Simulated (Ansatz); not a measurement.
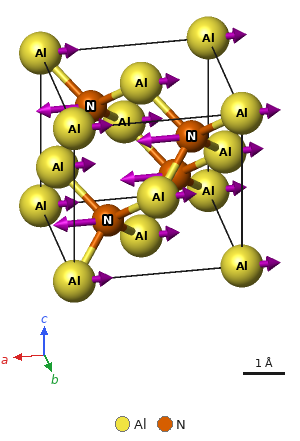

One vibrational mode of solid AlN relaxed at 20 GPa at the zone centre. Displacements are drawn as purple arrows; their common scale and sign are arbitrary. A ball-and-stick model of the conventional cell (4 times the calculation's cell), seen from a free direction. Lengths and directions refer to the drawn axes.

Computed with Ansatz 0.2.0, DFT PBEsol, scalar-relativistic, plane waves, PAW. (plane-wave cutoff 420 eV; k-point mesh 10 × 10 × 10; occupations fixed; target pressure 20 GPa; no spin polarisation)

Frequencies are those without the non-analytic (LO–TO) term.

What mode is this, and where does it lie in the spectrum?

Answer. This is the T₂ mode (triply degenerate; one member of the set is drawn) at 731 cm⁻¹, the only optical level, infrared- and Raman-active by symmetry. The N sublattice moves against the Al sublattice, along a; the kinetic energy is shared as N 66 %, Al 34 %. Its infrared intensity is 48 (D/Å)²/amu for the set. The value is the transverse one; the longitudinal partner lies at 964 cm⁻¹.
